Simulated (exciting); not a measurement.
The K K edge of atom 1 in KF (Carobbiite), space group Fm-3m, with 6 F at 2.67 Å (octahedral, site symmetry m-3m), was computed at 2 levels: exchange and screened direct term (singlet BSE) and independent particles. Common settings: exciting, all-electron LAPW+lo, PBE, 5×5×5 shifted k points, 21 conduction bands, |G+q| up to 3 bohr⁻¹, full RPA screening with nempty = 42, Lorentzian half width 0.45 eV.

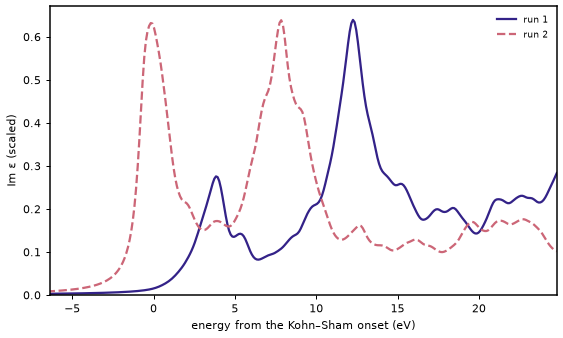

Energy from the Kohn–Sham onset, core level to the lowest empty state found on the meshes used; all runs on one relative scale.

Which run is which, and why?

Run 1: independent particles; highest local maximum in the window at 12.3 eV. Run 2: exchange and screened direct term (singlet BSE); highest local maximum in the window at 7.8 eV. The attractive direct term pulls weight down: the curves pass 0.10 at 2.3 and -1.7 eV in the order of the runs. Fine structure above the first lines is partly noise of the 125-point mesh.

[Hosts, paths, dates, database ids (printed as entryN), source tags and the programs' standing remarks are cut or masked in the printed files.]
